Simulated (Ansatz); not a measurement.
Input file:

```
crystal:
  lattice:
    - [0.0, 2.9823483861, 2.9823483861]
    - [2.9823483861, 0.0, 2.9823483861]
    - [2.9823483861, 2.9823483861, 0.0]
  atoms:
    - { symbol: Se, position: [0.0, 0.0, 0.0] }
    - { symbol: Li, position: [0.75, 0.75, 0.75] }
    - { symbol: Li, position: [0.25, 0.25, 0.25] }
hamiltonian:
  xc: r2scan
  pseudopotentials: { kind: paw }
kpoints:
  mp_grid: { grid: [8, 8, 8] }
scf:
  occupations: { method: fermi_dirac, width: 0.05 }
output:
  forces: true
  stress: true
  eigenvalues: true
  write_density: true
  write_potential: true
  elf: true
  volumetric_format: npy
```

Launched as:

```sh
ansatz run input.yaml --threads 2 --pin off --max-ram 5632MiB --backend cpu --events-out ev --progress --plain --runs-dir out
```

Below, planes, directions and counts refer to the conventional cell (a = 5.96 Å, b = 5.96 Å, c = 5.96 Å, α = 90.00°, β = 90.00°, γ = 90.00°).

Space group Fm-3m.

All numbers below come from Ansatz 0.2.0, Kohn-Sham DFT of a periodic cell, r2SCAN, Ansatz PAW.

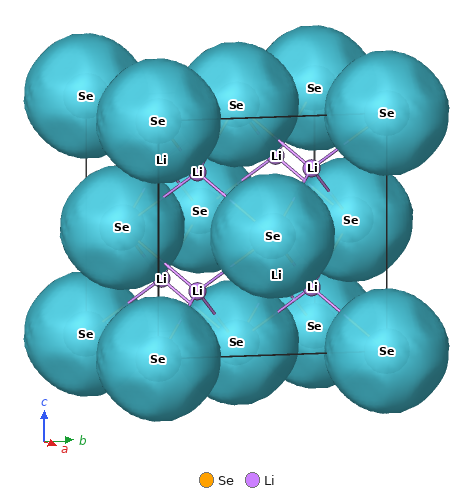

Li2Se. Isosurface of the ELF at 0.65 (cyan), seen at an oblique angle. Core shells and regions of very low density are left out. Sticks mark near contacts.

Core electrons are frozen (PAW), and the valence fields are smoothed inside the atomic spheres.

Q: Describe the localisation domains.

A: At this value the surface marks out four regions wrapped around Se (the valence shell of each), counted in one cell of 12 atoms. Any copies at cell faces, edges or corners count once. Along the contacts the grid gives the following. Li–Se (2.58 Å): the ELF is about 0.80 at the midpoint (an ionic contact with no shared pair).
